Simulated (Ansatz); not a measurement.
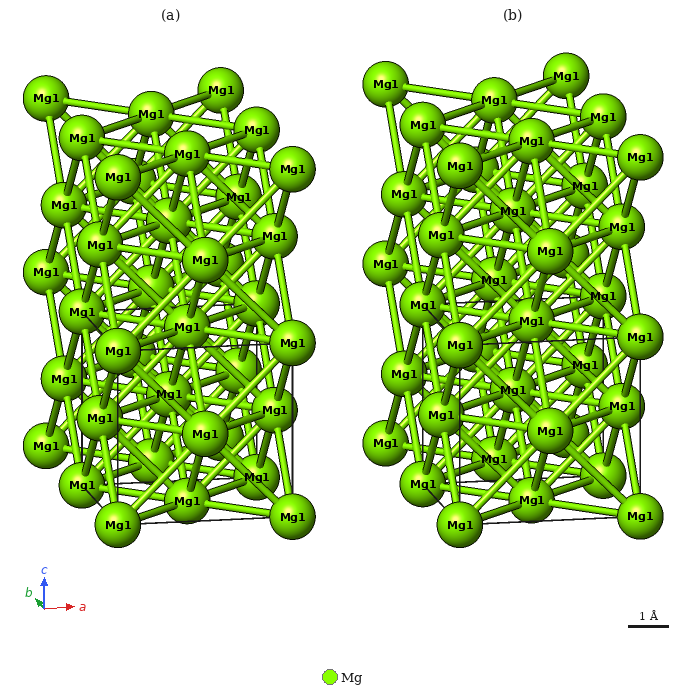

Left: a symmetric starting cell of Mg. Right: the same structure after one change, at the same scale. A ball-and-stick model of the conventional cell (4 times the calculation's cell), repeated 1 × 2 × 2 with one cell outlined, seen slightly off an axis. Lengths and directions refer to the drawn axes.

Level of theory: Ansatz, DFT PBEsol, scalar-relativistic, plane waves, PAW. Settings: plane-wave cutoff 420 eV; k-point mesh 16 × 16 × 16; occupations gaussian; smearing width 0.1 eV; no spin polarisation.

> Which change leads from the left to the right?

All lengths are scaled by +3.3 % (volume +10.4 %), the atoms keeping their fractional coordinates. No relaxation follows. The starting cell wasn't computed here and needn't be at equilibrium, so pressure and forces aren't due to the change alone.

> And its effect?

The pressure is −2.9 GPa (not all of it need come from the change, since the unchanged cell can be under pressure at this level too). All forces vanish by symmetry. Some distances before and after: Mg–Mg 3.174 → 3.280 Å. The space group stays Fm-3m (No. 225).
